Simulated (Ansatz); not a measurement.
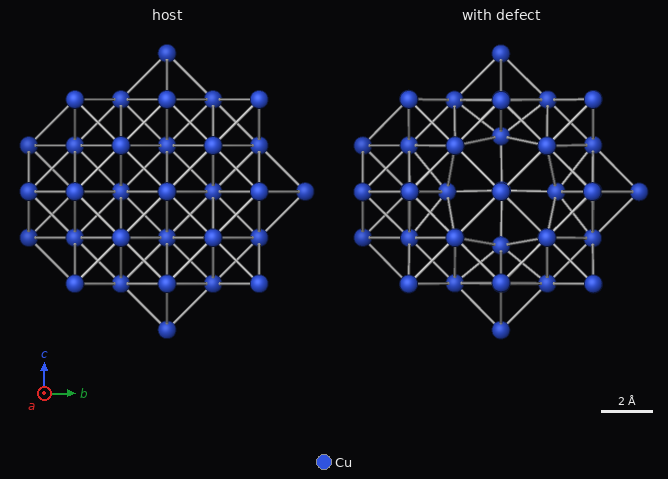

Left: perfect Cu. Right: the same region with one point defect, after relaxing the atoms in a supercell of 27 sites. The picture is a ball-and-stick view of the atoms within 6.0 Å of one point, in a slice 4.2 Å thick across the line of sight, seen along the a axis.

Level of theory: Ansatz 0.2.0, DFT PBE, scalar-relativistic, plane waves, PAW. Settings: plane-wave cutoff 420 eV; k-point mesh 4 × 4 × 4; occupations gaussian; smearing width 0.1 eV; no spin polarisation. The cell is small and the k-mesh coarse, so the numbers are rough. The axes drawn are those of the host's conventional cell.

What kind of defect was made?

An extra copper atom is put between the host's atoms (an interstitial).

The charge state of the cell is 0.

What does the relaxation do around it?

The Cu atom starts with 6 Cu at 1.81 Å around its place and ends with 6 Cu at 2.13 to 2.19 Å. Of the host's atoms, a copper atom moves furthest from its site, by 0.42 Å. The Cu atom itself moves 0.06 Å from where it was put.
